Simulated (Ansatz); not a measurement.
## Geometry relaxation, with input and output: CoSi2 (part 5 of 5)

The same run, continued: CoSi2 (18 atoms in the cell); DFT PBE, scalar-relativistic, plane waves, PAW, no spin polarisation (Ansatz 0.2.0); cutoff 420 eV, 1×1×6 k-mesh, Gaussian smearing of 0.05 eV. The structure derives from an entry of the Crystallography Open Database. The run did not end well. It belongs to a series of runs on one base structure; here: wire along [1 1 1], 18 atoms a period.

Geometry of the input (Å; fractional positions):
```
13.4000  0.0000  0.0000
0.0000  13.1000  0.0000
0.0000  0.0000  9.2835
Co 0.5816  0.5000  0.0000
Si 0.4184  0.5000  0.5833
Si 0.5000  0.3553  0.4167
Co 0.4184  0.5000  0.3333
Si 0.5816  0.5000  0.2500
Si 0.6633  0.3553  0.0833
Si 0.5000  0.6447  0.4167
Si 0.3367  0.3553  0.7500
Co 0.3367  0.3553  0.0000
Co 0.6633  0.3553  0.3333
Co 0.5000  0.6447  0.6667
Si 0.5000  0.3553  0.9167
Si 0.4184  0.5000  0.0833
Co 0.5000  0.3553  0.6667
Si 0.3367  0.3553  0.2500
Si 0.6633  0.3553  0.5833
Si 0.5000  0.6447  0.9167
Si 0.5816  0.5000  0.7500
```

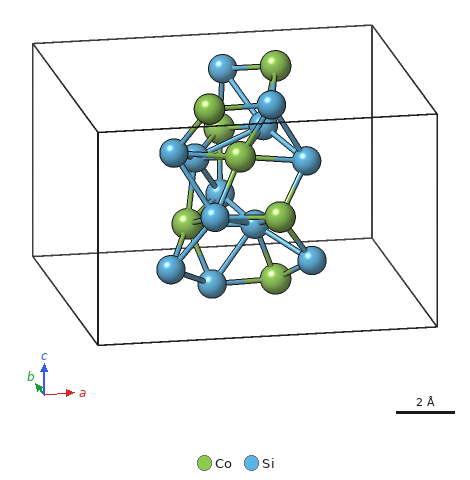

Fig. 1: The geometry at step 43 of the log (ball-and-stick view of the cell of the calculation, with the vacuum cut short, seen slightly off an axis).

### Trajectory as extended XYZ, continued
```
18
Lattice="13.4000 0.0000 0.0000 0.0000 13.1000 0.0000 0.0000 0.0000 8.0721" Properties=species:S:1:pos:R:3:forces:R:3 step=40 energy=-38375.92194 pressure_GPa=-0.00
Co    8.2210    6.5710    0.1765   -0.0110   0.0043   0.0202
Si    5.5252    6.8325    4.7967   -0.0125   0.0000   0.0104
Si    5.8035    4.5212    3.3414    0.0033  -0.0021  -0.0018
Co    5.1790    6.5710    2.5142    0.0110   0.0043  -0.0202
Si    7.5012    6.2808    2.3656   -0.0103   0.0089   0.0086
Si    9.0532    4.7724    1.2862    0.0157  -0.0182  -0.0039
Si    6.6621    8.3080    3.1403    0.0079  -0.0030  -0.0026
Si    4.4035    4.9874    5.7617    0.0072   0.0087  -0.0088
Co    5.3887    4.2832   -0.5048    0.0138   0.0020  -0.0050
Co    8.0113    4.2832    3.1955   -0.0138   0.0020   0.0050
Co    6.7000    8.5701    5.3814    0.0000   0.0002   0.0000
Si    7.5965    4.5212    7.4214   -0.0033  -0.0021   0.0018
Si    5.8988    6.2808    0.3252    0.0103   0.0089  -0.0086
Co    6.7000    4.8467    5.3814    0.0000  -0.0011   0.0000
Si    4.3468    4.7724    1.4045   -0.0157  -0.0182   0.0039
Si    8.9965    4.9874    5.0012   -0.0072   0.0087   0.0088
Si    6.7379    8.3080    7.6225   -0.0079  -0.0030   0.0026
Si    7.8748    6.8325    5.9661    0.0125   0.0000  -0.0104
18
Lattice="13.4000 0.0000 0.0000 0.0000 13.1000 0.0000 0.0000 0.0000 8.0134" Properties=species:S:1:pos:R:3:forces:R:3 step=41 energy=-38375.92532 pressure_GPa=-0.01
Co    8.2292    6.5690    0.1809   -0.0297   0.0008   0.0353
Si    5.5199    6.8493    4.7674   -0.0269   0.0028   0.0230
Si    5.7864    4.5127    3.3122    0.0035  -0.0046  -0.0064
Co    5.1708    6.5690    2.4903    0.0297   0.0008  -0.0353
Si    7.4932    6.2672    2.3575   -0.0116   0.0139   0.0183
Si    9.0772    4.7731    1.2905    0.0192  -0.0275  -0.0010
Si    6.6602    8.3106    3.0991    0.0114  -0.0047  -0.0066
Si    4.3965    4.9852    5.7076    0.0137   0.0184  -0.0182
Co    5.4011    4.2690   -0.5097    0.0195   0.0012  -0.0028
Co    7.9989    4.2690    3.1808   -0.0195   0.0012   0.0028
Co    6.7000    8.5875    5.3422    0.0000   0.0039   0.0000
Si    7.6136    4.5127    7.3723   -0.0035  -0.0046   0.0064
Si    5.9068    6.2672    0.3136    0.0116   0.0139  -0.0183
Co    6.7000    4.8702    5.3422    0.0000  -0.0042   0.0000
Si    4.3228    4.7731    1.3806   -0.0192  -0.0275   0.0010
Si    9.0035    4.9852    4.9769   -0.0137   0.0184   0.0182
Si    6.7398    8.3106    7.5854   -0.0114  -0.0047   0.0066
Si    7.8801    6.8493    5.9170    0.0269   0.0028  -0.0230
18
Lattice="13.4000 0.0000 0.0000 0.0000 13.1000 0.0000 0.0000 0.0000 7.6722" Properties=species:S:1:pos:R:3:forces:R:3 step=43 energy=-38375.97907 pressure_GPa=-0.09
Co    8.2611    6.5492    0.2017   -0.1441  -0.0279   0.1254
Si    5.4914    6.9553    4.5994   -0.2033  -0.0115   0.1988
Si    5.7054    4.4515    3.1430    0.0141  -0.0710  -0.0256
Co    5.1389    6.5492    2.3557    0.1441  -0.0279  -0.1254
Si    7.4555    6.1898    2.3143   -0.0073   0.0825   0.1075
Si    9.1932    4.7688    1.3057   -0.1144  -0.0898   0.0234
Si    6.6550    8.3262    2.8660    0.1034  -0.0081  -0.1554
Si    4.3545    4.9828    5.3858    0.1514   0.1511  -0.0593
Co    5.4525    4.1906   -0.5433   -0.0840   0.0475   0.0461
Co    7.9475    4.1906    3.1007    0.0840   0.0475  -0.0461
Co    6.7000    8.6987    5.1148    0.0000  -0.0148   0.0000
Si    7.6946    4.4515    7.0866   -0.0141  -0.0710   0.0256
Si    5.9445    6.1898    0.2431    0.0073   0.0825  -0.1075
Co    6.7000    5.0029    5.1148    0.0000  -0.1302   0.0000
Si    4.2068    4.7688    1.2517    0.1144  -0.0898  -0.0234
Si    9.0455    4.9828    4.8437   -0.1514   0.1511   0.0593
Si    6.7450    8.3262    7.3636   -0.1034  -0.0081   0.1554
Si    7.9086    6.9553    5.6301    0.2033  -0.0115  -0.1988
18
Lattice="13.4000 0.0000 0.0000 0.0000 13.1000 0.0000 0.0000 0.0000 7.2621" Properties=species:S:1:pos:R:3:forces:R:3 step=45 energy=-38376.45065 pressure_GPa=-0.18
Co    8.1855    6.4481    0.1928    0.0854  -0.1830  -0.4956
Si    5.4327    7.1808    4.4391   -0.1041   0.0291   0.1341
Si    5.7560    4.2569    2.9566    0.2907  -0.1115   0.2310
Co    5.2145    6.4481    2.2280   -0.0854  -0.1830   0.4956
Si    7.4663    6.0937    2.2886   -0.0295   0.1045   0.1832
Si    9.1727    4.6417    1.2405    0.0464   0.0016  -0.0509
Si    6.7500    8.3313    2.5845    0.0181   0.0590  -0.2491
Si    4.3030    5.1305    4.9241    0.1406   0.2373  -0.0792
Co    5.3653    4.1370   -0.6536   -0.0931  -0.1332  -0.2343
Co    8.0347    4.1370    3.0743    0.0931  -0.1332   0.2343
Co    6.7000    8.9007    4.8414    0.0000  -0.1798   0.0000
Si    7.6440    4.2569    6.7262   -0.2907  -0.1115  -0.2310
Si    5.9337    6.0937    0.1321    0.0295   0.1045  -0.1832
Co    6.7000    5.1893    4.8414    0.0000   0.1721   0.0000
Si    4.2273    4.6417    1.1802   -0.0464   0.0016   0.0509
Si    9.0970    5.1305    4.7588   -0.1406   0.2373   0.0792
Si    6.6500    8.3313    7.0984   -0.0181   0.0590   0.2491
Si    7.9673    7.1808    5.2437    0.1041   0.0291  -0.1341
```

### What the run reported

| quantity | value |
| --- | --- |
| outcome | not converged |
| hardware | 4 threads of Intel Xeon @ 2.50GHz (Skylake/Cascade Lake), 16 GiB of memory available, shared host |
| wall time | 20 min (CPU time 63 min) |
| peak memory | 2.7 GiB |

### Diagnosis

The run did not converge: “variable-cell relaxation did not converge after 45 steps: max|allowed force component| = 4.96e-1 eV/Å (threshold 2.0e-2), largest principal stress residual = 5.06e-1 GPa on the free part of the cell (threshold 3.0e-2). Raise `relax.max_steps` over both its present limit and 45, loosen the thresholds, or start from a cell closer to the target (`relax.cell.p_target` or `relax.cell.sigma_target`) …” Its last values are not results.
